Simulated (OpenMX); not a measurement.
The calculation's input:

```
System.CurrrentDirectory             ./
System.Name                          CdSe
DATA.PATH                            ./DFT_DATA13
level.of.stdout                      1
level.of.fileout                     1
Species.Number                       2
<Definition.of.Atomic.Species
  Cd  Cd7.0-s3p2d2           Cd_PBE13
  Se  Se7.0-s3p2d2           Se_PBE13
Definition.of.Atomic.Species>

Atoms.Number                         2
Atoms.SpeciesAndCoordinates.Unit     FRAC
<Atoms.SpeciesAndCoordinates
    1  Cd   -0.0135430000    0.0021770000    0.0121660000   6.000  6.000
    2  Se    0.4927270000    0.5082720000    0.4844830000   3.000  3.000
Atoms.SpeciesAndCoordinates>

Atoms.UnitVectors.Unit               Ang
<Atoms.UnitVectors
     0.0000000000    2.8739580000    2.8739580000
     2.8739580000    0.0000000000    2.8739580000
     2.8739580000    2.8739580000    0.0000000000
Atoms.UnitVectors>

scf.XcType                           GGA-PBE
scf.SpinPolarization                 off
scf.ElectronicTemperature            580.226
scf.energycutoff                     260.0
scf.maxIter                          100
scf.EigenvalueSolver                 band
scf.Kgrid                            3 3 3
scf.Mixing.Type                      rmm-diisk
scf.Init.Mixing.Weight               0.05
scf.Min.Mixing.Weight                0.001
scf.Max.Mixing.Weight                0.3
scf.Mixing.History                   25
scf.Mixing.StartPulay                8
scf.criterion                        1.0e-8
scf.stress.tensor                    on
MD.Type                              nomd
```

Command:

```sh
openmx CdSe.dat -nt 1 > CdSe.std
```

Below, planes, directions and counts refer to the conventional cell (a = 7.04 Å, b = 4.06 Å, c = 4.06 Å, α = 90.00°, β = 125.26°, γ = 90.00°).

Space group Cm; a structure from a database of computed crystals, not necessarily the ambient phase; changed on purpose from its base cell (atoms moved at random by about 0.05 A); computed pressure about 2 GPa in this cell.

Level of theory: Kohn-Sham DFT of a periodic cell, PBE, OpenMX 2013 PBE set (OpenMX 3.8.5).

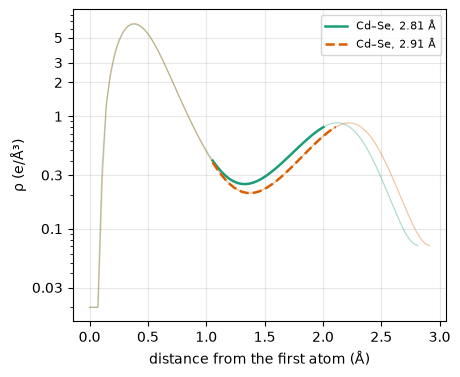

CdSe. Valence pseudo-density along straight lines between neighbouring atoms. Thin, pale parts lie inside the atomic spheres.

The density is the valence pseudo-density of a pseudopotential calculation; it isn't the true density close to the nuclei.

What can be read from the curves?

Cd–Se (2.81 Å): ρ is about 0.26 e/Å³ halfway.
Cd–Se (2.91 Å): ρ at the midpoint is about 0.22 e/Å³.
